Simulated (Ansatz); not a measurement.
**Run report: SnO2, geometry relaxation (part 1 of 2)**

SnO2 (R-3m, 3 atoms in the cell), computed with DFT r2SCAN, scalar-relativistic, plane waves, PAW, no spin polarisation (Ansatz 0.2.0).

The structure derives from a Materials Project entry.

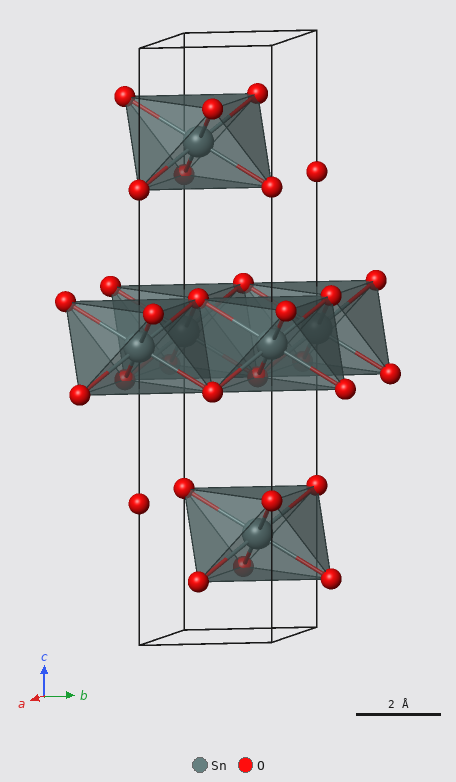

**Figure 1.** The starting structure (polyhedral view of the cell 3 times as large as that of the calculation, set on its symmetry axes, seen slightly off an axis; polyhedra are completed across the faces of the cell).

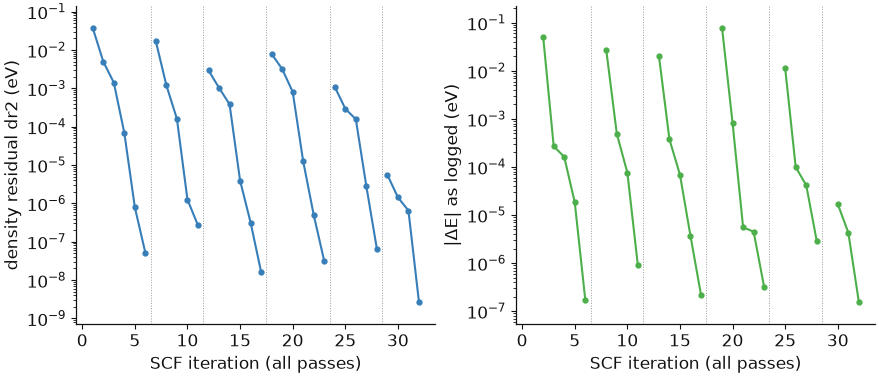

**Figure 2.** Convergence of the self-consistent field: density residual dr2 and size of the energy change against the SCF iteration. The dotted lines part the SCF passes of the relaxation: geometry steps, rejected trials and re-solves on a re-selected basis. The 6 passes take 4 to 6 iterations each, 32 in all.

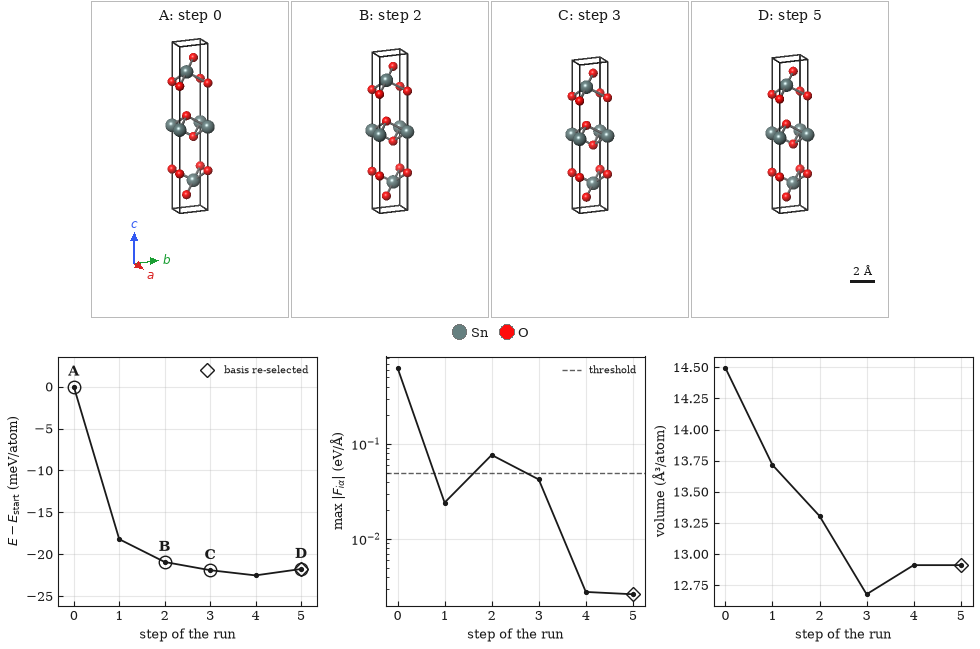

**Figure 3.** Frames of the relaxation (ball-and-stick view of the cell 3 times as large as that of the calculation, set on its symmetry axes, seen slightly off an axis) above the curves, on which the letters mark them (the first geometry is step 0 here and step 1 in the log).

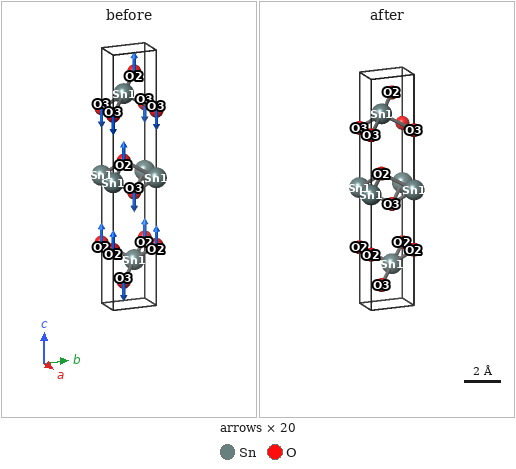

**Figure 4.** Before (left) and after (right) the relaxation, at one scale (ball-and-stick view of the cell 3 times as large as that of the calculation, set on its symmetry axes, seen slightly off an axis). The blue arrows give the displacements (without the part carried along by the change of the cell), magnified 20 times. The energy falls by 22.5 meV per atom in 4 geometry steps. Largest force component: 0.63 eV/Å at the start, 0.0026 eV/Å at the end. Pressure: −7.18 GPa at the start and 0.12 GPa at the end. The largest moves relative to the cell, 0.056 Å, are those of O2 and O3. Sn stays in place. Cell: a = b 3.234 → 3.209 Å (−0.8 %), c 14.402 → 13.026 Å (−9.5 %). Volume −10.9 %. Among the contacts that change: Sn1–O2 2.125 → 2.093 Å. The space group stays R-3m (No. 166). A last SCF at the same geometry on a re-selected plane-wave basis shifts the energy by +0.8 meV per atom. (Atoms are counted from 1 in the order of the input.)

These pictures come from the run below.

**The input**
```yaml
crystal:
  lattice:
    - [1.6170930752, 0.9336291223, 4.800592584]
    - [-1.6170930752, 0.9336291223, 4.800592584]
    - [0.0, -1.8672582446, 4.800592584]
  atoms:
    - { symbol: Sn, position: [0.5, 0.5, 0.5] }
    - { symbol: O, position: [0.23717, 0.23717, 0.23717] }
    - { symbol: O, position: [0.76283, 0.76283, 0.76283] }
basis:
  ecutwfc: 500
kpoints:
  mp_grid: { grid: [6, 6, 6] }
hamiltonian:
  xc: r2scan
scf:
  occupations: { method: gaussian, width: 0.1 }
output:
  forces: true
  stress: true
  eigenvalues: true
relax:
  adjacent_minimum: "off"
  f_tol: 0.05
  max_steps: 80
  cell: { stress_tol: 0.5 }
```

Run as:
```bash
ansatz run input.yaml --threads 1 --pin off --max-ram 2560MiB --backend cpu --events-out ev --progress --plain --runs-dir out
```

**The program's output**
```
basis.fft_grid_basis auto: the FFT boxes are laid along the combinations [[1, 0, -1], [0, 1, -1], [0, 0, 1]] of the cell's own vectors, 3.234, 3.234 and 5.151 Å long. The dense box has 24×24×40 points. Along the cell's own vectors, as sized, it would have 40×40×40, 2.78 times as many. Of the 12 symmetry operations that the crystal satisfies within crystal.symmetry.tolerance (time reversal apart; of a slab, those that keep its plane) the dense box along the cell's own vectors carries 12, and the one as laid loses 8 of those. basis.fft_grid_basis: typed keeps the cell's own vectors: state it where this run's energies or levels are differenced outside the engine with another run's, or held beside a run that keeps those vectors.
Engine: ansatz 0.2.0, x86_64-unknown-linux-gnu
Pseudopotentials: kind: paw
Pseudopotential: Sn, paw, valence charge 14, recommended cutoff 500 eV (meta_gga), Sn.paw.azcp
Pseudopotential: O, paw, valence charge 6, recommended cutoff 500 eV (meta_gga), O.paw.azcp
Functional definition: r2SCAN
  parameter k0 = 0.174
  parameter k1 = 0.065
  parameter a1 = 4.9479
  exchange = r2scan_x(k0 = k0, k1 = k1, a1 = a1)
  correlation = r2scan_c
Crystal: 3 atoms, lattice volume = 43.487 Å³
Basis set: ecut = 500 eV, 1091 PW (Γ), FFT grids on a1−a3, a2−a3, a3, exchange–correlation on 96×96×160 points (64 copies of the dense FFT grid, shifted against one another)
Bands: 17, of which v1, the nominal top of the filled ones, is band 13 counted from 1 (12 counted from 0)
Symmetry: 12 space group operations
Space group: R-3m (ITA 166), of the structure as read, at distance tolerance 3.5e-5 Å
k-points: 32 of 216
Non-local potential: Sn, projectors of the file, l = 0: 2, l = 1: 2, l = 2: 2, l = 3: 2
Non-local potential: O, projectors of the file, l = 0: 2, l = 1: 2, l = 2: 1
PAW form: soft (Blöchl's): semilocal exchange-correlation on the pseudo side does not see the compensation charge
PAW frozen core: Sn, regenerated for the run's functional (the file was generated under x = pbe(κ = 0.804, μ = 0.2195149727645171), c = pbe(β = 0.06672455060314922))
PAW frozen core: O, regenerated for the run's functional (the file was generated under x = pbe(κ = 0.804, μ = 0.2195149727645171), c = pbe(β = 0.06672455060314922))
PAW one-centre angular grid: Sn, 590 points (default); XC on 249 of its mesh's 2787 points in the sphere
PAW one-centre angular grid: O, 302 points (default); XC on 160 Gauss nodes
Initial density: superposition of atomic densities (neutral atoms: chi_scale 0, normalization atom), corrected by the library's trained network
Initial wavefunctions: pseudopotential atomic-orbital guess
Functional: x = r2scan, c = r2scan; τ floored in thin density (d = 2e-4 eV/Å³)
SCF iter   1: F=—  HF=-7175.472491 eV  |F-HF|=—  |Δ(HF+E_count)|=         —  Δρ=1.01e-2  dr2=3.75e-2  dr2_τ=1.11e-1  ethr=1.77e-3  ⟨swp⟩=5.4  Hψ=2895  notcnv=0
preconditioner: auto → none  [insulator: Δε(μ)=2.512 eV  Ē_g=20.830 eV  σ=0.100 eV  W_gap=1.00  n_scr=14 (ndim 8)  ℏωp=28.7 eV  f_vac=0.168  D(μ)=0.00/eV (n_scr^D=0)  ε∞_Penn≈2.9]
SCF iter   2: F=—  HF=-7175.523456 eV  |F-HF|=—  |Δ(HF+E_count)|=   5.10e-2  Δρ=5.70e-3  dr2=4.98e-3  dr2_τ=1.35e-3  ethr=1.44e-4  ⟨swp⟩=2.0  Hψ=1184  notcnv=0
SCF iter   3: F=—  HF=-7175.523186 eV  |F-HF|=—  |Δ(HF+E_count)|=   2.70e-4  Δρ=2.08e-3  dr2=1.41e-3  dr2_τ=1.12e-4  ethr=1.92e-5  ⟨swp⟩=2.0  Hψ=732  notcnv=0
SCF iter   4: F=—  HF=-7175.523023 eV  |F-HF|=—  |Δ(HF+E_count)|=   1.62e-4  Δρ=4.08e-4  dr2=6.87e-5  dr2_τ=5.19e-6  ethr=5.41e-6  ⟨swp⟩=2.1  Hψ=734  notcnv=0
SCF iter   5: F=—  HF=-7175.523005 eV  |F-HF|=—  |Δ(HF+E_count)|=   1.84e-5  Δρ=7.63e-5  dr2=7.86e-7  dr2_τ=2.06e-7  ethr=2.64e-7  ⟨swp⟩=2.1  Hψ=753  notcnv=0
SCF iter   6: F=-7175.523005 eV  HF=-7175.523005 eV  |F-HF|=3.43e-8  |Δ(HF+E_count)|=   1.73e-7  Δρ=1.84e-5  dr2=5.12e-8  dr2_τ=6.66e-9  ethr=3.85e-10  ⟨swp⟩=6.4  Hψ=2757  notcnv=0
SCF 1 converged in 6 iterations: F = -7175.523005 eV  dr2 = 5.12e-8
  greatest PAW one-centre occupation: 0.995 electrons in one spin orbital (limit 2), on the Sn atom at site 0 (counted from 0), in its partial waves of l = 2
relax step   1: F+E_penalty+E_count = -7175.52300512 eV  Δ(F+E_penalty+E_count) = +0.000e0 eV  max|allowed force component| = 6.313e-1 eV/Å  Δτ_max = 0.0000 Å  P = -7.176 GPa  Ω = 43.487 Å³  (6 SCF iters, dr2 threshold 1.00e-7 eV, accepted)
Crystal: 3 atoms, lattice volume = 41.147 Å³
Basis set: ecut = 500 eV, 1019 PW (Γ), FFT grids on a1−a3, a2−a3, a3, exchange–correlation on 96×96×160 points (64 copies of the dense FFT grid, shifted against one another)
Initial density: handed on by an earlier stage of this run
Initial wavefunctions: those handed on with the density
iter 1 solved again at ethr=6.46e-5 eV; its pass at ethr=3.10e-3 eV (dr2=1.68e-2 eV) is discarded
SCF iter   1: F=—  HF=-7175.550412 eV  |F-HF|=—  |Δ(HF+E_count)|=         —  Δρ=6.45e-3  dr2=1.67e-2  dr2_τ=4.52e-2  ethr=6.46e-5  ⟨swp⟩=1.4  Hψ=3398  notcnv=0
preconditioner: auto → none  [insulator: Δε(μ)=2.690 eV  Ē_g=21.258 eV  σ=0.100 eV  W_gap=1.00  n_scr=14 (ndim 8)  ℏωp=29.5 eV  f_vac=0.128  D(μ)=0.00/eV (n_scr^D=0)  ε∞_Penn≈2.9]
SCF iter   2: F=—  HF=-7175.577037 eV  |F-HF|=—  |Δ(HF+E_count)|=   2.66e-2  Δρ=2.44e-3  dr2=1.19e-3  dr2_τ=2.40e-4  ethr=6.41e-5  ⟨swp⟩=2.9  Hψ=1118  notcnv=0
SCF iter   3: F=—  HF=-7175.577525 eV  |F-HF|=—  |Δ(HF+E_count)|=   4.88e-4  Δρ=9.38e-4  dr2=1.59e-4  dr2_τ=1.86e-5  ethr=4.57e-6  ⟨swp⟩=1.9  Hψ=773  notcnv=0
SCF iter   4: F=—  HF=-7175.577601 eV  |F-HF|=—  |Δ(HF+E_count)|=   7.63e-5  Δρ=8.50e-5  dr2=1.25e-6  dr2_τ=2.73e-7  ethr=6.11e-7  ⟨swp⟩=2.1  Hψ=833  notcnv=0
SCF iter   5: F=-7175.577602 eV  HF=-7175.577602 eV  |F-HF|=1.81e-7  |Δ(HF+E_count)|=   8.91e-7  Δρ=2.60e-5  dr2=2.67e-7  dr2_τ=2.14e-8  ethr=1.15e-9  ⟨swp⟩=7.1  Hψ=2816  notcnv=0
SCF 2 converged in 5 iterations: F = -7175.577602 eV  dr2 = 2.67e-7
  greatest PAW one-centre occupation: 0.996 electrons in one spin orbital (limit 2), on the Sn atom at site 0 (counted from 0), in its partial waves of l = 2
relax step   2: F+E_penalty+E_count = -7175.57760164 eV  Δ(F+E_penalty+E_count) = -5.460e-2 eV  max|allowed force component| = 2.420e-2 eV/Å  Δτ_max = 0.0045 Å  P = -0.296 GPa  Ω = 41.147 Å³  energy of the carried Pulay correction = +8.874e-4 eV  (5 SCF iters, dr2 threshold 3.00e-7 eV, accepted)
Crystal: 3 atoms, lattice volume = 39.917 Å³
Basis set: ecut = 500 eV, 1001 PW (Γ), FFT grids on a1−a3, a2−a3, a3, exchange–correlation on 96×96×160 points (64 copies of the dense FFT grid, shifted against one another)
iter 1 solved again at ethr=1.14e-5 eV; its pass at ethr=3.10e-3 eV (dr2=2.97e-3 eV) is discarded
SCF iter   1: F=—  HF=-7175.605943 eV  |F-HF|=—  |Δ(HF+E_count)|=         —  Δρ=4.48e-3  dr2=2.95e-3  dr2_τ=5.28e-2  ethr=1.14e-5  ⟨swp⟩=2.0  Hψ=3565  notcnv=0
preconditioner: auto → none  [insulator: Δε(μ)=2.576 eV  Ē_g=21.270 eV  σ=0.100 eV  W_gap=1.00  n_scr=14 (ndim 8)  ℏωp=30.0 eV  f_vac=0.093  D(μ)=0.00/eV (n_scr^D=0)  ε∞_Penn≈3.0]
SCF iter   2: F=—  HF=-7175.585447 eV  |F-HF|=—  |Δ(HF+E_count)|=   2.05e-2  Δρ=2.53e-3  dr2=1.03e-3  dr2_τ=6.63e-5  ethr=1.13e-5  ⟨swp⟩=2.0  Hψ=1088  notcnv=0
SCF iter   3: F=—  HF=-7175.585822 eV  |F-HF|=—  |Δ(HF+E_count)|=   3.75e-4  Δρ=1.34e-3  dr2=3.84e-4  dr2_τ=6.27e-5  ethr=3.96e-6  ⟨swp⟩=2.0  Hψ=788  notcnv=0
SCF iter   4: F=—  HF=-7175.585753 eV  |F-HF|=—  |Δ(HF+E_count)|=   6.87e-5  Δρ=1.47e-4  dr2=3.94e-6  dr2_τ=1.97e-6  ethr=1.48e-6  ⟨swp⟩=2.0  Hψ=717  notcnv=0
SCF iter   5: F=—  HF=-7175.585757 eV  |F-HF|=—  |Δ(HF+E_count)|=   3.67e-6  Δρ=4.41e-5  dr2=3.15e-7  dr2_τ=3.34e-8  ethr=1.51e-8  ⟨swp⟩=2.0  Hψ=820  notcnv=0
SCF iter   6: F=-7175.585757 eV  HF=-7175.585757 eV  |F-HF|=3.65e-9  |Δ(HF+E_count)|=   2.17e-7  Δρ=8.87e-6  dr2=1.63e-8  dr2_τ=1.95e-9  ethr=1.15e-9  ⟨swp⟩=6.2  Hψ=2527  notcnv=0
SCF 3 converged in 6 iterations: F = -7175.585757 eV  dr2 = 1.63e-8
relax step   3: F+E_penalty+E_count = -7175.58575733 eV  Δ(F+E_penalty+E_count) = -8.156e-3 eV  max|allowed force component| = 7.661e-2 eV/Å  Δτ_max = 0.0225 Å  P = +0.661 GPa  Ω = 39.917 Å³  energy of the carried Pulay correction = +1.374e-3 eV  (6 SCF iters, dr2 threshold 3.00e-7 eV, accepted)
```
